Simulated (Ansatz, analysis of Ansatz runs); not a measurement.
## F centre in LiF: hyperfine coupling, HSE06 on PBE structures

How near does this set-up come to the measured hyperfine coupling? Subject: F centre in LiF. Set-up: HSE06 on PBE structures, 128-site cell, PBE lattice, 420 eV, k: the single point 1/4 1/4 1/4 then the zone centre alone. The model is a cell of 128 host atoms with 1 F taken out. The isotropic coupling follows from the spin density at the nucleus, the nuclear g-factor and the total spin. Exact exchange opens the gap, stiffens bonds and lessens the self-interaction error, at many times the cost.

What was measured. 7Li, shell I: 39.06 MHz, by ENDOR (quoted in “F center in LiF: A quantum mechanical ab initio investigation of the hyperfine interaction between the unpaired electron at the vacancy and its first seven neighbors”, 2001, G. Mallia et al., quoting earlier work (1968)). 19F, shell II: 105.9 MHz, by ENDOR (quoted in “F center in LiF: A quantum mechanical ab initio investigation of the hyperfine interaction between the unpaired electron at the vacancy and its first seven neighbors”, 2001, G. Mallia et al., quoting earlier work (1968)). 7Li, shell III: 0.5 MHz, by ENDOR (quoted in “F center in LiF: A quantum mechanical ab initio investigation of the hyperfine interaction between the unpaired electron at the vacancy and its first seven neighbors”, 2001, G. Mallia et al., quoting earlier work (1968)). 19F, shell IV: 0.48 MHz, by ENDOR (quoted in “F center in LiF: A quantum mechanical ab initio investigation of the hyperfine interaction between the unpaired electron at the vacancy and its first seven neighbors”, 2001, G. Mallia et al., quoting earlier work (1968)).

Calculated with Ansatz 0.2.0; plane-wave PAW DFT, PBE; relaxation of all atoms of a defect supercell.

## 1. Starting point

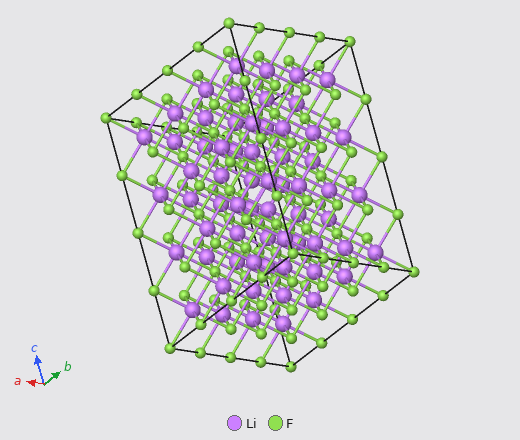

Start, viewed slightly off an axis; lithium purple, fluorine green. Bonds to atoms that aren't drawn are left out. Some periodic images of atoms are drawn too.

The cell holds 127 atoms: 64 Li and 63 F. Its edges and angles: a = 11.504 Å, b = 11.504 Å, c = 11.504 Å, α = 60.0°, β = 60.0°, γ = 60.0°. It derives from LiF (space group Fm-3m). Nearest the centre at fractional (0.375, 0.625, 0.375): Li60 at 2.03 Å, Li90 at 2.03 Å, Li58 at 2.03 Å, Li52 at 2.03 Å, Li82 at 2.03 Å, Li84 at 2.03 Å, F59 at 2.88 Å, F28 at 2.88 Å.

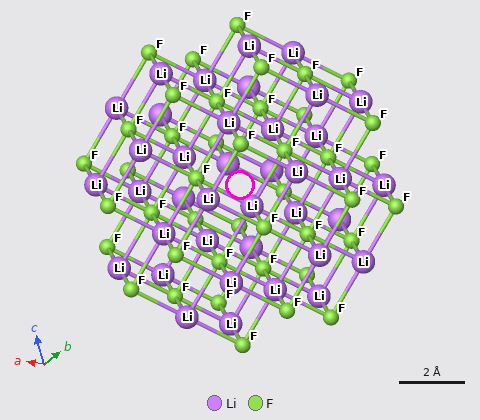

The atoms within 5 Å of the centre. A ring marks the centre wherever it is empty.

The host's primitive cell comes from a first run (plane-wave PAW DFT, PBE; relaxation of the host's cell and atoms): vectors of 2.876, 2.876 and 2.876 Å. That is 8.41 Å³ an atom, 2.9 % over the diffraction cell's volume. The supercell is built on it.

## 2. Relaxation, charge 0

Every later number rests on the structure around the defect, so the atoms are relaxed at the host's lattice first.

File relax/input.yaml:

```yaml
relax:
  f_tol: 0.02
  max_steps: 80
  escape_saddle: false
crystal:
  lattice:
    - [0.0, 8.13425753, 8.13425753]
    - [8.13425753, 0.0, 8.13425753]
    - [8.13425753, 8.13425753, 0.0]
  atoms:
    - { symbol: Li, position: [0.0, 0.0, 0.0] }
    - { symbol: F, position: [0.125, 0.125, 0.125] }
[... 11 atom lines left out ...]
    - { symbol: F, position: [0.125, 0.375, 0.625] }
[... 5 atom lines left out ...]
    - { symbol: F, position: [0.125, 0.625, 0.375] }
[... 1 atom line left out ...]
    - { symbol: F, position: [0.125, 0.625, 0.625] }
    - { symbol: Li, position: [0.0, 0.5, 0.75] }
[... 2 atom lines left out ...]
    - { symbol: F, position: [0.125, 0.875, 0.125] }
[... 1 atom line left out ...]
    - { symbol: F, position: [0.125, 0.875, 0.375] }
    - { symbol: Li, position: [0.0, 0.75, 0.5] }
    - { symbol: F, position: [0.125, 0.875, 0.625] }
[... 2 atom lines left out ...]
    - { symbol: Li, position: [0.25, 0.0, 0.0] }
[... 1 atom line left out ...]
    - { symbol: Li, position: [0.25, 0.0, 0.25] }
[... 1 atom line left out ...]
    - { symbol: Li, position: [0.25, 0.0, 0.5] }
[... 6 atom lines left out ...]
    - { symbol: F, position: [0.375, 0.375, 0.375] }
[... 1 atom line left out ...]
    - { symbol: F, position: [0.375, 0.375, 0.625] }
[... 3 atom lines left out ...]
    - { symbol: F, position: [0.375, 0.625, 0.125] }
    - { symbol: Li, position: [0.25, 0.5, 0.25] }
    - { symbol: Li, position: [0.25, 0.5, 0.5] }
    - { symbol: F, position: [0.375, 0.625, 0.625] }
    - { symbol: Li, position: [0.25, 0.5, 0.75] }
[... 2 atom lines left out ...]
    - { symbol: F, position: [0.375, 0.875, 0.125] }
    - { symbol: Li, position: [0.25, 0.75, 0.25] }
    - { symbol: F, position: [0.375, 0.875, 0.375] }
    - { symbol: Li, position: [0.25, 0.75, 0.5] }
[... 5 atom lines left out ...]
    - { symbol: Li, position: [0.5, 0.0, 0.25] }
[... 6 atom lines left out ...]
    - { symbol: F, position: [0.625, 0.375, 0.125] }
    - { symbol: Li, position: [0.5, 0.25, 0.25] }
    - { symbol: F, position: [0.625, 0.375, 0.375] }
    - { symbol: Li, position: [0.5, 0.25, 0.5] }
    - { symbol: F, position: [0.625, 0.375, 0.625] }
    - { symbol: Li, position: [0.5, 0.25, 0.75] }
[... 1 atom line left out ...]
    - { symbol: Li, position: [0.5, 0.5, 0.0] }
    - { symbol: F, position: [0.625, 0.625, 0.125] }
    - { symbol: Li, position: [0.5, 0.5, 0.25] }
    - { symbol: F, position: [0.625, 0.625, 0.375] }
    - { symbol: Li, position: [0.5, 0.5, 0.5] }
[... 1 atom line left out ...]
    - { symbol: Li, position: [0.5, 0.5, 0.75] }
[... 1 atom line left out ...]
    - { symbol: Li, position: [0.5, 0.75, 0.0] }
    - { symbol: F, position: [0.625, 0.875, 0.125] }
    - { symbol: Li, position: [0.5, 0.75, 0.25] }
[... 1 atom line left out ...]
    - { symbol: Li, position: [0.5, 0.75, 0.5] }
[... 13 atom lines left out ...]
    - { symbol: Li, position: [0.75, 0.25, 0.25] }
[... 1 atom line left out ...]
    - { symbol: Li, position: [0.75, 0.25, 0.5] }
[... 3 atom lines left out ...]
    - { symbol: Li, position: [0.75, 0.5, 0.0] }
[... 1 atom line left out ...]
    - { symbol: Li, position: [0.75, 0.5, 0.25] }
[... 1 atom line left out ...]
    - { symbol: Li, position: [0.75, 0.5, 0.5] }
[... 5 atom lines left out ...]
    - { symbol: Li, position: [0.75, 0.75, 0.25] }
[... 4 atom lines left out ...]
    - { symbol: F, position: [0.875, 0.875, 0.875] }
basis:
  ecutwfc: 420
  xc_grid: 2
hamiltonian:
  xc: pbe
kpoints:
  mp_grid: { grid: [1, 1, 1], shift: [0.25, 0.25, 0.25] }
magnetization:
  spin_polarized: true
  initial_magnetization: 1
  spin_locking: { lock_magnetization: hard }
scf:
  occupations: { method: fermi_dirac, width: 0.01 }
  max_iter: 120
output:
  forces: true
checkpoint:
  write: "../relax.run"
  compress: false
  write_wavefunctions: true
  write_every: 100000
```

Started as:

```sh
ansatz run input.yaml --threads 4 --pin off --max-ram 7536MiB --backend cpu --events-out ev --progress --plain --runs-dir out
```

Numbers of over 12 decimals in the logs are rounded to 6 here.

Output:

```text
[... repeated set-up lines and file paths are left out, and long positions are rounded to six places ...]
Engine: ansatz 0.2.0, aarch64-unknown-linux-gnu
Pseudopotentials: kind: paw
Pseudopotential: Li, paw, valence charge 3, recommended cutoff 420 eV (normal), Li.paw.azcp
Pseudopotential: F, paw, valence charge 7, recommended cutoff 420 eV (normal), F.paw.azcp
Functional definition: PBE
  parameter kappa = 0.804
  parameter beta = 0.066725
  exchange = pbe_x(kappa = kappa, mu = beta*pi^2/3)
  correlation = pbe_c(beta = beta)
Crystal: 127 atoms, lattice volume = 1076.425 Å³
Basis set: ecut = 420 eV, 20995 PW (Γ), exchange–correlation on 160×160×160 points (8 copies of the dense FFT grid, shifted against one another)
Bands: 444, of which v1, the nominal top of the filled ones, is band 317 counted from 1 (316 counted from 0)
Symmetry: 12 space group operations
k-points: 1
Non-local potential: Li, projectors of the file, l = 0: 3, l = 1: 2, l = 2: 1
Non-local potential: F, projectors of the file, l = 0: 2, l = 1: 2, l = 2: 1
PAW form: soft (Blöchl's): semilocal exchange-correlation on the pseudo side does not see the compensation charge
PAW one-centre angular grid: Li, 110 points (default); XC on 64 Gauss nodes
PAW one-centre angular grid: F, 110 points (default); XC on 64 Gauss nodes
Initial density: superposition of atomic densities (chi_scale 0.1, normalization cell, long waves kept (reshape's long-wave potential 0.35 eV rms))
Starting moments: Σ|m| = 1 μB on 127 of 127 sites
Initial wavefunctions: pseudopotential atomic-orbital guess
Functional: x = pbe(κ = 0.804, μ = 0.219515), c = pbe(β = 0.066725)
SCF iter   1: F=—  HF=-64221.849396 eV  |F-HF|=—  |Δ(HF+E_count)|=         —  Δρ=2.95e-2 (↑2.85e-2 ↓2.95e-2)  dr2=2.08e1  dr2_m=8.82e-2  M=1.000 μB ∫|m|=1.037 μB  β_m=0.30  ethr=3.10e-3  ⟨swp⟩=6.0  Hψ=3797  notcnv=0  defer=93
preconditioner: auto → Resta (q_TF=auto, 2.497 Å⁻¹)  ε∞=2.8  [insulator: Δε(μ)=3.894 eV  Ē_g=19.055 eV  σ=0.010 eV  W_gap=1.00  n_scr=282 (ndim 8)  ℏωp=25.4 eV  f_vac=0.000  D(μ)=0.00/eV (n_scr^D=0)  ε∞_Penn≈2.8]
spin=Collinear: Resta preconditioning applied to the charge; magnetization (m = ρ↑ − ρ↓) channel mixes plain (no charge-response kernel on spin).
SCF iter   2: F=—  HF=-64221.614980 eV  |F-HF|=—  |Δ(HF+E_count)|=   2.34e-1  Δρ=2.08e-2 (↑1.99e-2 ↓2.08e-2)  dr2=1.02e1  dr2_m=4.79e-2  M=1.000 μB ∫|m|=1.031 μB  β_m=0.62  ethr=3.10e-3  ⟨swp⟩=2.0  Hψ=1031  notcnv=0  defer=246
SCF iter   3: F=—  HF=-64222.308962 eV  |F-HF|=—  |Δ(HF+E_count)|=   6.94e-1  Δρ=6.12e-3 (↑6.12e-3 ↓6.02e-3)  dr2=9.68e-1  dr2_m=8.03e-4  M=1.000 μB ∫|m|=1.027 μB  β_m=0.60  ethr=1.62e-3  ⟨swp⟩=3.5  Hψ=1619  notcnv=0  defer=246
SCF iter   4: F=—  HF=-64222.270552 eV  |F-HF|=—  |Δ(HF+E_count)|=   3.84e-2  Δρ=1.23e-3 (↑1.16e-3 ↓1.23e-3)  dr2=2.73e-2  dr2_m=2.45e-4  M=1.000 μB ∫|m|=1.015 μB  β_m=0.80  ethr=1.53e-4  ⟨swp⟩=3.0  Hψ=1137  notcnv=0  defer=246
SCF iter   5: F=—  HF=-64222.336399 eV  |F-HF|=—  |Δ(HF+E_count)|=   6.58e-2  Δρ=2.54e-4 (↑2.22e-4 ↓2.54e-4)  dr2=1.71e-3  dr2_m=5.82e-6  M=1.000 μB ∫|m|=1.015 μB  β_m=0.85  ethr=4.32e-6  ⟨swp⟩=3.5  Hψ=1177  notcnv=0  defer=246
SCF iter   6: F=—  HF=-64222.337815 eV  |F-HF|=—  |Δ(HF+E_count)|=   1.42e-3  Δρ=1.25e-4 (↑1.25e-4 ↓1.25e-4)  dr2=3.67e-4  dr2_m=7.51e-7  M=1.000 μB ∫|m|=1.014 μB  β_m=0.71  ethr=2.70e-7  ⟨swp⟩=2.5  Hψ=1455  notcnv=0  defer=246
SCF iter   7: F=—  HF=-64222.337732 eV  |F-HF|=—  |Δ(HF+E_count)|=   8.25e-5  Δρ=2.55e-5 (↑2.55e-5 ↓2.09e-5)  dr2=1.33e-5  dr2_m=4.46e-7  M=1.000 μB ∫|m|=1.014 μB  β_m=0.81  ethr=5.79e-8  ⟨swp⟩=2.0  Hψ=1146  notcnv=0  defer=246
SCF iter   8: F=-64222.337741 eV  HF=-64222.337741 eV  |F-HF|=2.67e-7  |Δ(HF+E_count)|=   8.66e-6  Δρ=4.69e-6 (↑4.49e-6 ↓4.69e-6)  dr2=5.88e-7  dr2_m=2.61e-8  M=1.000 μB ∫|m|=1.013 μB  ethr=1.58e-9  ⟨swp⟩=3.0  Hψ=1895  notcnv=0
SCF 1 converged in 8 iterations: F = -64222.337741 eV  dr2 = 5.88e-7
  greatest PAW one-centre occupation: 1.000 electrons in one spin orbital (limit 2), on the Li atom at site 89 (counted from 0), in its partial waves of l = 0
relax step   1: F+E_penalty+E_count = -64222.33774132 eV  Δ(F+E_penalty+E_count) = +0.000e0 eV  max|allowed force component| = 2.016e-1 eV/Å  Δτ_max = 0.0000 Å  (8 SCF iters, dr2 threshold 1.00e-5 eV, accepted)
[... the SCF cycles and remarks between the steps are left out from here to the last step ...]
relax step   2: F+E_penalty+E_count = -64222.35853518 eV  Δ(F+E_penalty+E_count) = -2.079e-2 eV  max|allowed force component| = 7.301e-2 eV/Å  Δτ_max = 0.0278 Å  (6 SCF iters, dr2 threshold 2.54e-6 eV, accepted)
relax step   3: F+E_penalty+E_count = -64222.36541184 eV  Δ(F+E_penalty+E_count) = -6.877e-3 eV  max|allowed force component| = 3.767e-2 eV/Å  Δτ_max = 0.0147 Å  (6 SCF iters, accepted)
SCF iter   1: F=—  HF=-64222.366649 eV  |F-HF|=—  |Δ(HF+E_count)|=         —  Δρ=3.61e-4 (↑3.44e-4 ↓3.61e-4)  dr2=2.43e-3  dr2_m=8.31e-6  M=1.000 μB ∫|m|=1.013 μB  β_m=0.30  ethr=5.03e-6  ⟨swp⟩=5.5  Hψ=2288  notcnv=0  defer=246
SCF iter   2: F=—  HF=-64222.366701 eV  |F-HF|=—  |Δ(HF+E_count)|=   5.14e-5  Δρ=2.58e-4 (↑2.46e-4 ↓2.58e-4)  dr2=1.37e-3  dr2_m=4.03e-6  M=1.000 μB ∫|m|=1.013 μB  β_m=0.65  ethr=3.84e-7  ⟨swp⟩=1.5  Hψ=1024  notcnv=0  defer=246
SCF iter   3: F=—  HF=-64222.366798 eV  |F-HF|=—  |Δ(HF+E_count)|=   9.74e-5  Δρ=3.44e-5 (↑3.34e-5 ↓3.44e-5)  dr2=3.92e-5  dr2_m=4.16e-8  M=1.000 μB ∫|m|=1.013 μB  β_m=0.63  ethr=2.16e-7  ⟨swp⟩=2.0  Hψ=1168  notcnv=0  defer=246
SCF iter   4: F=—  HF=-64222.368075 eV  |F-HF|=—  |Δ(HF+E_count)|=   1.28e-3  Δρ=1.59e-5 (↑1.52e-5 ↓1.59e-5)  dr2=5.77e-6  dr2_m=3.57e-8  M=1.000 μB ∫|m|=1.013 μB  β_m=0.74  ethr=6.20e-9  ⟨swp⟩=2.0  Hψ=1118  notcnv=0  defer=246
SCF iter   5: F=—  HF=-64222.368073 eV  |F-HF|=—  |Δ(HF+E_count)|=   2.09e-6  Δρ=3.32e-6 (↑3.18e-6 ↓3.32e-6)  dr2=3.52e-7  dr2_m=3.65e-9  M=1.000 μB ∫|m|=1.013 μB  β_m=0.87  ethr=9.11e-10  ⟨swp⟩=2.0  Hψ=1159  notcnv=0  defer=246
SCF iter   6: F=-64222.368073 eV  HF=-64222.368073 eV  |F-HF|=3.62e-8  |Δ(HF+E_count)|=   8.70e-8  Δρ=1.49e-6 (↑1.49e-6 ↓1.45e-6)  dr2=5.36e-8  dr2_m=1.43e-10  M=1.000 μB ∫|m|=1.013 μB  ethr=1.58e-11  ⟨swp⟩=3.5  Hψ=2047  notcnv=0
SCF 4 converged in 6 iterations: F = -64222.368073 eV  dr2 = 5.36e-8
relax step   4: F+E_penalty+E_count = -64222.36807304 eV  Δ(F+E_penalty+E_count) = -2.661e-3 eV  max|allowed force component| = 6.696e-3 eV/Å  Δτ_max = 0.0091 Å  (6 SCF iters, accepted)
NSCF: frozen V_eff on 1 k-points
the search or the solves at the SCF's close seem to have found levels that the self-consistency loop had missed (the run counts 1). By its estimate they hold under 1e-12 electrons; where the run keeps them, the occupations were computed again with them
SCF converged after 6 iterations
Stability checked in part: among states of this total moment the steps that led to this state did not find it unstable. No probe was made; neither looks for a lower state of another moment (fixed_total_moment; see scf.lower_state_search)
Magnetization: 1.0000 μB (317.0000 up, 316.0000 down)
Absolute magnetization: 1.0134 μB (∫|ρ↑−ρ↓|, with the PAW one-centre terms)
Spin contamination: 0.0006 ħ² per cell (⟨S²⟩ above its minimum at these occupations)
Per-site moments (μB) at R_I (Å): [(2.393834348048751e-6, 0.838117), (6.129010640449683e-5, 0.837550), (0.000195744, 0.836421), [... 124 left out ...]
Free energy (F): -64222.368073 eV
Harris-Foulkes:  -64222.368073 eV  (|F-HF|=3.62e-8)
Internal energy: -64222.368073 eV  (E = F + TS)
E sigma→0 (E₀):  -64222.368073 eV
Fermi energy:    7.363464 (↑ 8.144131, ↓ 4.431698) eV
--- Per-component energies (eV) ---
  E_band       = -7668.189862
  E_kinetic    = 14528.338706
  E_local      = -41664.598143  (includes V_loc(G=0)·N_el)
  E_nonlocal   = 2507.066634
  E_hartree    = 14689.272512
  E_xc         = -5790.461372
  E_vxc        = -7427.127356  (∫ρ·V_xc dr)
  E_paw        = -13991.460925  (= ΣΔE_a)
  E_vpaw       = -4990.532146  (= ΣTr[D̂ρ^β])
  E_aug_tail   = 0.141019  (compensation charges beyond the density's cutoff)
  E_ewald      = -34500.666504
  E_smearing   = -0.000000  (= −TS)
  E_closure    = -0.000000  (closes the sum)
  Σ components = -64222.368073   (vs F -64222.368073, Δ=0.00e0)
--- Forces (eV/Å), atoms counted from 1 ---
  atom   1  Li    -0.00001686     0.00008400    -0.00001686
  atom   2  F     -0.00023596     0.00222981    -0.00023596
  [... 19 atoms left out ...]
  atom  22  F     -0.00355643    -0.00000000     0.00355643
  [... 23 atoms left out ...]
  atom  46  F      0.00000000    -0.00355643     0.00355643
  [... 5 atoms left out ...]
  atom  52  Li    -0.00001121    -0.00001121    -0.00428181
  [... 4 atoms left out ...]
  atom  57  F     -0.00000000     0.00355643    -0.00355643
  atom  58  Li    -0.00001121    -0.00428181    -0.00001121
  atom  59  F     -0.00357693    -0.00003557    -0.00357693
  atom  60  Li     0.00428181     0.00001121     0.00001121
  [... 21 atoms left out ...]
  atom  82  Li    -0.00428181    -0.00001121    -0.00001121
  [... 1 atom left out ...]
  atom  84  Li     0.00001121     0.00428181     0.00001121
  [... 5 atoms left out ...]
  atom  90  Li     0.00001121     0.00001121     0.00428181
  [... 37 atoms left out ...]
  max |Σ_I F_I| component: 2.17e-18 eV/Å
--- Band table (eV) ---
  k-point 0 ↑: bands = ["-40.2626", "-40.2483", "-40.2423", "-40.2417", [... 436 left out ...] "18.1356", "18.1356", "18.3408", "18.3801"]
  k-point 0 ↓: bands = ["-40.2622", "-40.2478", "-40.2421", "-40.2414", [... 436 left out ...] "18.1395", "18.1395", "18.3912", "18.3912"]
--- Relaxed structure (4 steps of the walk, 4 accepted, 0 SCFs on fresh bases) ---
  F+E_penalty+E_count = -64222.36807304 eV   max|allowed force component| = 6.696e-3 eV/Å
  atoms:
    - { symbol: Li, position: [-1.653715132543914e-5, 1.5535834438925583e-5, -1.6537151325439153e-5] }
    - { symbol: F, position: [0.124868, 0.125182, 0.124868] }
    [... 19 atoms left out ...]
    - { symbol: F, position: [0.123895, 0.625, 0.626105] }
    [... 23 atoms left out ...]
    - { symbol: F, position: [0.375, 0.373895, 0.626105] }
    [... 5 atoms left out ...]
    - { symbol: Li, position: [0.246984, 0.496984, 0.503003] }
    [... 4 atoms left out ...]
    - { symbol: F, position: [0.375, 0.876105, 0.123895] }
    - { symbol: Li, position: [0.246984, 0.753003, 0.246984] }
    - { symbol: F, position: [0.375008, 0.876096, 0.375008] }
    - { symbol: Li, position: [0.246997, 0.753016, 0.503016] }
    [... 21 atoms left out ...]
    - { symbol: Li, position: [0.503003, 0.496984, 0.246984] }
    [... 1 atom left out ...]
    - { symbol: Li, position: [0.503016, 0.496997, 0.503016] }
    [... 5 atoms left out ...]
    - { symbol: Li, position: [0.503016, 0.753016, 0.246997] }
    [... 37 atoms left out ...]
```

Run time: 1.9 min. Hardware: 4 threads of Arm Neoverse V2, shared host; peak memory 4.4 GiB; 7.2 min of CPU time.

(Part 1 of 2 ends here.)

[Logs are printed without paths, hosts, clocks, repeated set-up lines and the standing remarks that a program may print on its own settings, such as how far it seeks lower states.]

[Hosts, paths, dates, database ids (printed as entryN), source tags and the programs' standing remarks are cut or masked in the printed files.]

[For some hosts the program warned that the k-mesh of the response run may be too coarse for force constants and the static dielectric constant; such warnings are not shown here.]
